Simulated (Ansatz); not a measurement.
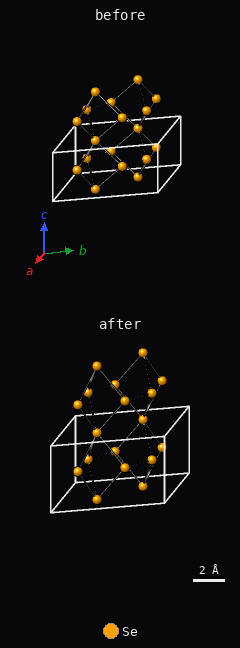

The structure of solid Se (a generated structure, set up in P6/mmm) (coarse preliminary run) before (top) and after (bottom) a relaxation, at one scale.

A ball-and-stick model of the cell of the calculation, repeated 1 × 1 × 2 with one cell outlined, seen slightly off an axis.

Theory: DFT PBE, scalar-relativistic, plane waves, PAW (Ansatz 0.2.0). (plane-wave cutoff 420 eV; k-point mesh 3 × 3 × 6; occupations gaussian; smearing width 0.1 eV; no spin polarisation; cell and atoms relaxed; force threshold 0.04 eV/Å; at most 70 steps)

**What changed between the two?**

The largest moves relative to the cell, 0.071 Å, are those of Se atoms. The drawn cell changes as follows: a = b 7.178 → 7.759 Å (+8.1 %), c 3.271 → 4.485 Å (+37.1 %); the volume changes by +60.2 %. Near-neighbour distances that change, for instance: Se–Se 3.271 → 4.485 Å, Se–Se 2.419 → 2.911 Å, Se–Se 2.362 → 2.624 Å. Bond angles that change, for instance: Se–Se–Se 85.1° → 100.8°, Se–Se–Se 79.3° → 67.0°, Se–Se–Se 136.8° → 142.8°. The space group stays P6/mmm (No. 191). Over 12 accepted moves (15 points after the start) the energy falls by 1031 meV per atom. The largest force component goes from 1.7 to 0.028 eV/Å. Pressure: 48.02 GPa at the start and −0.11 GPa at the end. The line search rejected the trial step at point 12 of the run. The SCF was repeated twice at an unchanged geometry on a basis and grid sized afresh for the cell, which shifted the energy by 11.6 meV per atom at most. Cost: 2.9 min on 1 thread of Arm Neoverse V2, with other jobs on the host, peak memory 0.53 GiB.
